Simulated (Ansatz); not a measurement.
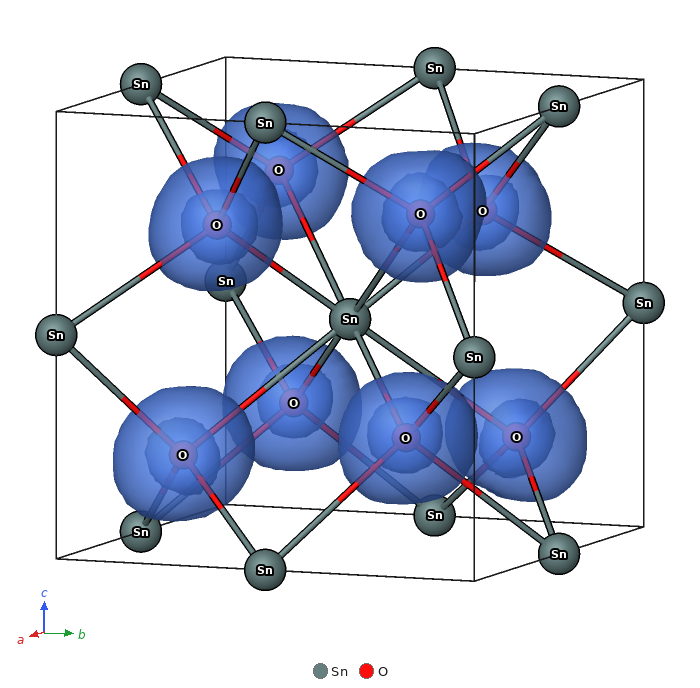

SnO2. Isosurface of the electron localisation function at 0.75 (blue), seen slightly off an axis. Only the valence region is drawn (cores and ρ < 0.01 e/Å³ removed). Sticks mark near contacts.

Space group P-43m; a structure from a database of computed crystals, not necessarily the ambient phase; PAW files of the earlier set (soft_1).

Level of theory: DFT LDA+D3(BJ), scalar-relativistic, plane waves, PAW (Ansatz).

Question: Describe the localisation domains.

Answer: The surface consists of eight regions wrapped around O (the valence shell of each), counted in one cell of 12 atoms. Regions shared between cells count once. Profiles from the grid: Sn–O (1.97 Å): the ELF peaks at about 0.80 in the valence shell of O, 0.6 Å from its nucleus, and is about 0.30 at the midpoint. Sn–O (2.10 Å): the ELF peaks at about 0.85 in the valence shell of O, 0.6 Å from its nucleus, and is about 0.25 at the midpoint; no localised pair shows between them.
